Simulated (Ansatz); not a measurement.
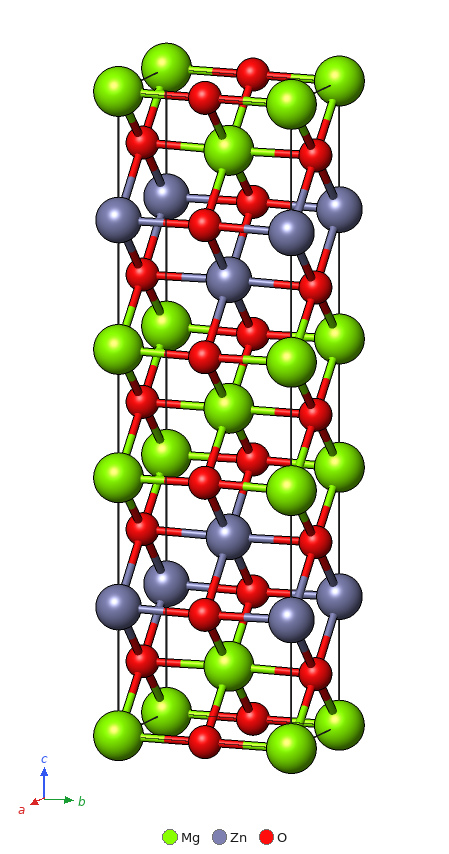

A ball-and-stick rendering, viewed slightly off an axis. The conventional unit cell is outlined; an atom on or near a face, edge or corner is repeated at each equivalent position. Cell: a = 3.04 Å, b = 4.28 Å, c = 15.14 Å, α = 90.00°, β = 90.00°, γ = 90.00°.

The structure comes from a structure type filled with these elements by a generator (whether the compound takes this form wasn't checked). Earlier steps of the study, as a rule a relaxation of our own, may have changed the cell and positions, so they can lie some per cent off the listed ones. A calculation with Ansatz used it as input.

Describe the crystal.

Chemical formula Mg3Zn2O5. The atoms follow space group Immm (No. 71); the Bravais lattice is body-centred orthorhombic. The cell comprises 2 formula units: 6 Mg, 4 Zn, 10 O. Mg sits among six O in an octahedral arrangement at about 2.1 Å. Around each Zn lie six O in an octahedral arrangement at about 2.1 Å. O takes three kinds of site: 4j with four Mg and two Zn in an octahedral arrangement (about 2.1 Å to Mg, 2.2 Å to Zn); 4j with four Zn and two Mg in an octahedral arrangement (about 2.2 Å to Zn, 2.1 Å to Mg); 2d with six Mg in an octahedral arrangement at about 2.1 Å. The bonds build a three-dimensional framework.

Level of theory and settings: DFT r2SCAN, scalar-relativistic, plane waves, PAW (Ansatz 0.2.0), plane-wave cutoff 500 eV, k-points about 0.25 Å⁻¹ apart, Gaussian smearing of 0.02 eV, no spin polarisation.

What is the electronic character?

An insulator at this level, with a gap of 3.19 eV, indirect.

State the Bader charges by element.

Mg +1.75 e; Zn +1.31 e; O -1.74 to -1.47 e.

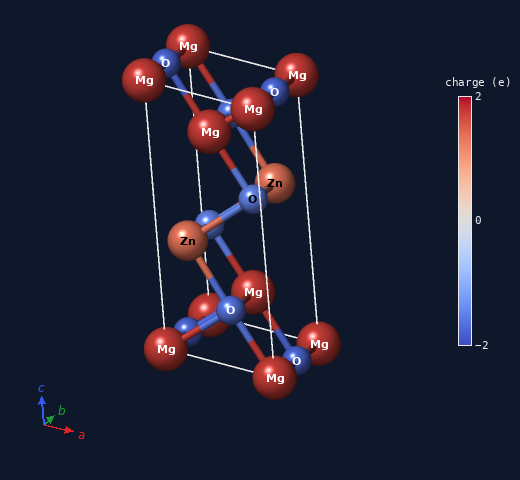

The atoms coloured by those charges. The run's cell of 10 atoms is drawn in a reduced setting, so axes and origin can differ from the first picture.

Does the calculation find this structure at rest?

No. The largest force is 0.11 eV/Å, on O. The pressure is -6.3 GPa, so the cell would contract.
